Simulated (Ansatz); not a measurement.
**Run report: Zn$_{16}$HO$_{16}$, geometry relaxation (part 1 of 6)**

Zn$_{16}$HO$_{16}$ (slab, 33 atoms in the cell), computed with DFT PBE+D3(BJ), scalar-relativistic, plane waves, PAW, spin-polarised (Ansatz 0.2.0).

The structure derives from an entry of the Crystallography Open Database. The input holds or restrains some coordinates. Forces given for the steps count only the free coordinates. Figures and captions count atoms from 1; the log counts them from 0 in places.

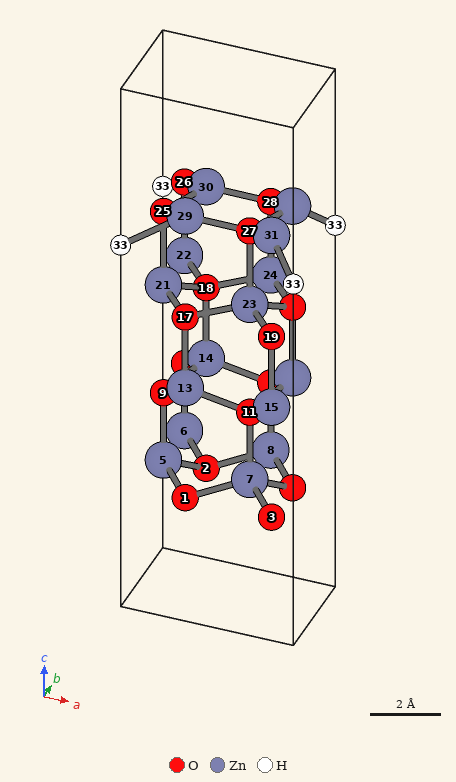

Figure 1. The starting structure (ball-and-stick view of the cell of the calculation, with the vacuum cut short, seen slightly off an axis; atoms are numbered from 1 in the order of the input). An atom can appear more than once, as a periodic image.

### The input
```yaml
crystal:
  lattice:
    - [6.5097053315, 0.0, 0.0]
    - [-3.2548526657, 5.6375701882, 0.0]
    - [0.0, 0.0, 27.5208324564]
  atoms:
    - { symbol: O, position: [0.3333333333, 0.1666666667, 0.3088569364] }
    - { symbol: O, position: [0.3333333333, 0.6666666667, 0.3088569364] }
    - { symbol: O, position: [0.8333333333, 0.1666666667, 0.3088569364] }
    - { symbol: O, position: [0.8333333333, 0.6666666667, 0.3088569364] }
    - { symbol: Zn, position: [0.1666666667, 0.3333333333, 0.3319900317] }
    - { symbol: Zn, position: [0.1666666667, 0.8333333333, 0.3319900317] }
    - { symbol: Zn, position: [0.6666666667, 0.3333333333, 0.3319900317] }
    - { symbol: Zn, position: [0.6666666667, 0.8333333333, 0.3319900317] }
    - { symbol: O, position: [0.1666666667, 0.3333333333, 0.4043505402] }
    - { symbol: O, position: [0.1666666667, 0.8333333333, 0.4043505402] }
    - { symbol: O, position: [0.6666666667, 0.3333333333, 0.4043505402] }
    - { symbol: O, position: [0.6666666667, 0.8333333333, 0.4043505402] }
    - { symbol: Zn, position: [0.3333333333, 0.1666666667, 0.4274836356] }
    - { symbol: Zn, position: [0.3333333333, 0.6666666667, 0.4274836356] }
    - { symbol: Zn, position: [0.8333333333, 0.1666666667, 0.4274836356] }
    - { symbol: Zn, position: [0.8333333333, 0.6666666667, 0.4274836356] }
    - { symbol: O, position: [0.3333333333, 0.1666666667, 0.5035485623] }
    - { symbol: O, position: [0.3333333333, 0.6666666667, 0.5035485623] }
    - { symbol: O, position: [0.8333333333, 0.1666666667, 0.5035485623] }
    - { symbol: O, position: [0.8333333333, 0.6666666667, 0.5035485623] }
    - { symbol: Zn, position: [0.1666666667, 0.3333333333, 0.5207667039] }
    - { symbol: Zn, position: [0.1666666667, 0.8333333333, 0.5207667039] }
    - { symbol: Zn, position: [0.6666666667, 0.3333333333, 0.5207667039] }
    - { symbol: Zn, position: [0.6666666667, 0.8333333333, 0.5207667039] }
    - { symbol: O, position: [0.1666666667, 0.3333333333, 0.5998190244] }
    - { symbol: O, position: [0.1666666667, 0.8333333333, 0.5998190244] }
    - { symbol: O, position: [0.6666666667, 0.3333333333, 0.5998190244] }
    - { symbol: O, position: [0.6666666667, 0.8333333333, 0.5998190244] }
    - { symbol: Zn, position: [0.3333333333, 0.1666666667, 0.6125017656] }
    - { symbol: Zn, position: [0.3333333333, 0.6666666667, 0.6125017656] }
    - { symbol: Zn, position: [0.8333333333, 0.1666666667, 0.6125017656] }
    - { symbol: Zn, position: [0.8333333333, 0.6666666667, 0.6125017656] }
    - { symbol: H, position: [1.0, 1.0, 0.5776190998], spin: 1.0 }
basis:
  ecutwfc: 420
kpoints:
  mp_grid: { grid: [6, 6, 1] }
hamiltonian:
  xc: pbe
  dispersion: d3bj
scf:
  occupations: { method: gaussian, width: 0.05 }
output:
  forces: true
  eigenvalues: true
  populations: true
  write_density: true
  write_potential: true
  elf: true
  volumetric_format: npy
magnetization:
  spin_polarized: true
relax:
  adjacent_minimum: "off"
  f_tol: 0.03
  max_steps: 70
  constraints: [{ sites: [0, 1, 2, 3, 4, 5, 6, 7, 8, 9, 10, 11, 12, 13, 14, 15] }]
efield:
  axis: 3
  dipole_correction: true
```

Hardware: 8 threads of Intel Xeon @ 2.50GHz (Skylake/Cascade Lake), 64 GiB of memory available, shared host.

Launch command:
```bash
ansatz run input.yaml --threads 8 --pin off --max-ram 22528MiB --backend cpu --events-out ev --progress --plain --runs-dir out
```

### The program's output
```
Engine: ansatz 0.2.0, x86_64-unknown-linux-gnu
Pseudopotentials: kind: paw
Pseudopotential: O, paw, valence charge 6, recommended cutoff 420 eV (normal), O.paw.azcp
Pseudopotential: Zn, paw, valence charge 12, recommended cutoff 420 eV (normal), Zn.paw.azcp
Pseudopotential: H, paw, valence charge 1, recommended cutoff 420 eV (normal), H.paw.azcp
Functional definition: PBE
  parameter kappa = 0.804
  parameter beta = 0.06672455060314922
  exchange = pbe_x(kappa = kappa, mu = beta*pi^2/3)
  correlation = pbe_c(beta = beta)
Crystal: 33 atoms, lattice volume = 1009.985 Å³
Basis set: ecut = 420 eV, 19711 PW (Γ), exchange–correlation on 90×90×384 points (8 copies of the dense FFT grid, shifted against one another)
Bands: 178, of which v1, the nominal top of the filled ones, is band 145 counted from 1 (144 counted from 0)
Symmetry: 6 space group operations
k-points: 7 of 36 (time reversal used)
Non-local potential: O, projectors of the file, l = 0: 2, l = 1: 2, l = 2: 1
Non-local potential: Zn, projectors of the file, l = 0: 2, l = 1: 2, l = 2: 3, l = 3: 1
Non-local potential: H, projectors of the file, l = 0: 2, l = 1: 1
PAW form: soft (Blöchl's): semilocal exchange-correlation on the pseudo side does not see the compensation charge
PAW one-centre angular grid: O, 110 points (default); XC on 64 Gauss nodes
PAW one-centre angular grid: Zn, 590 points (default); XC on 64 Gauss nodes
PAW one-centre angular grid: H, 110 points (default); XC on 64 Gauss nodes
Initial density: superposition of atomic densities (neutral atoms: chi_scale 0, normalization atom)
Starting moments: Σ|m| = 1 μB on 1 of 33 sites
Initial wavefunctions: pseudopotential atomic-orbital guess
Functional: x = pbe(κ = 0.804, μ = 0.2195149727645171), c = pbe(β = 0.06672455060314922)
```
